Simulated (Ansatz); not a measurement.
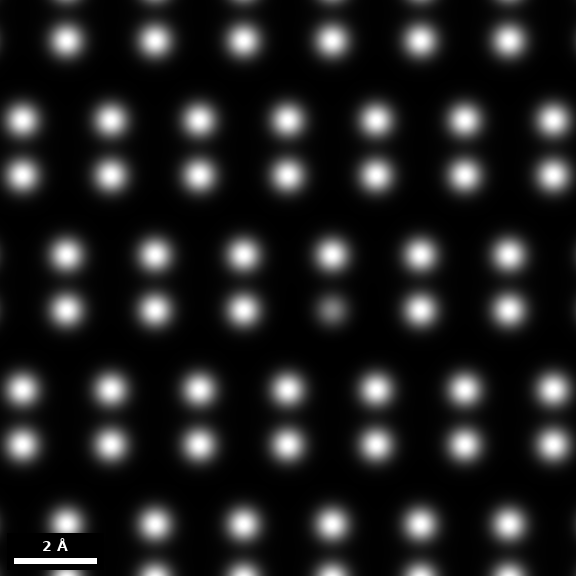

Dark-field STEM-like image of Ir (Cmcm, No. 63) along [101]. Simulated incoherent Z contrast: every atom adds Z^1.8 spread by a probe of 0.62 Å full width; channelling and multiple scattering are left out. The probe carries 15 % of its weight in a tail 2.5 times as wide.

The sample is 2 repeats (9.0 Å) thick. One point defect was put into the perfect crystal, without relaxing the atoms around it. Brightness is counted from the darkest point of the image. Host structure: coordinates from a relaxation with DFT, PBE, plane waves (420 eV) with PAW, scalar-relativistic in Ansatz; the starting structure was generated, so it need not be a known form of this composition.

**Where is the defect (in Å from the left and the top edge), and what does its contrast suggest?**

At about 8 Å from the left and 8 Å from the top. The column is dimmer, which points to a vacancy or a lighter atom. The column holds 2 atoms (Ir) through the sample, and one Ir atom is missing, so its peak drops to about 50 % of that of its equals.
